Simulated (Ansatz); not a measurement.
Consider HfO$_{2}$.

```
CELL_PARAMETERS angstrom
3.68399 0.00000 0.00000
0.00000 3.68399 0.00000
0.00000 0.00000 5.14532
ATOMIC_POSITIONS crystal
Hf 0.50000 0.50000 0.50000
Hf 0.00000 0.00000 0.00000
O 0.00000 0.50000 0.69174
O 0.50000 0.00000 0.80826
O 0.50000 0.00000 0.30826
O 0.00000 0.50000 0.19174
```

Space group P4₂/nmc; a structure from a database of computed crystals, not necessarily the ambient phase; started from the database structure prototype, which need not be the ambient phase; changed on purpose from its base cell (epitaxial xy strain +3.0%); computed pressure about −11 GPa in this cell.

These are results of Ansatz 0.2.0, DFT, HSE06, plane waves, PAW, not measurements.

> What will maps of the valence pseudo-density and electron localisation function show?

Hf–O (2.09 Å): ρ at the midpoint is about 0.76 e/Å³; the ELF peaks at about 0.85 in the valence shell of O, 0.6 Å from its nucleus, and drops to about 0.20 between the two atoms; no localised pair shows between them.

> Does the calculation make it a metal, or give it a gap?

It is gapped, with a Kohn–Sham gap of 5.8 eV on the k-point mesh (the band edges may lie off the mesh, which would make the gap smaller).

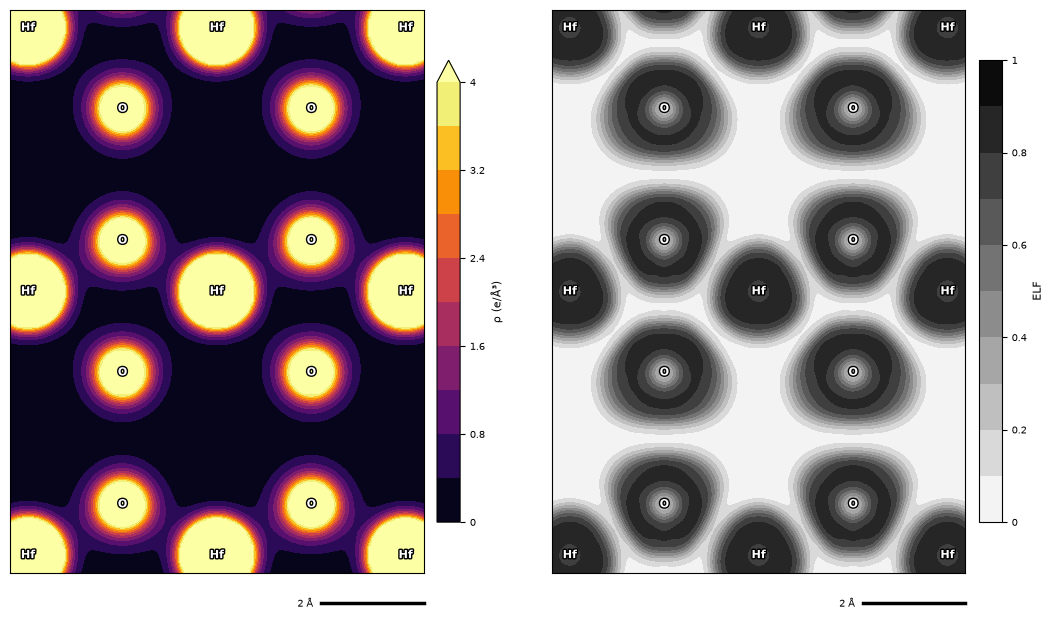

Computed valence pseudo-density and electron localisation function on the (010) plane of the conventional cell, in this order. 

In a PAW calculation such maps are meaningful between the atoms, not at the nuclei.
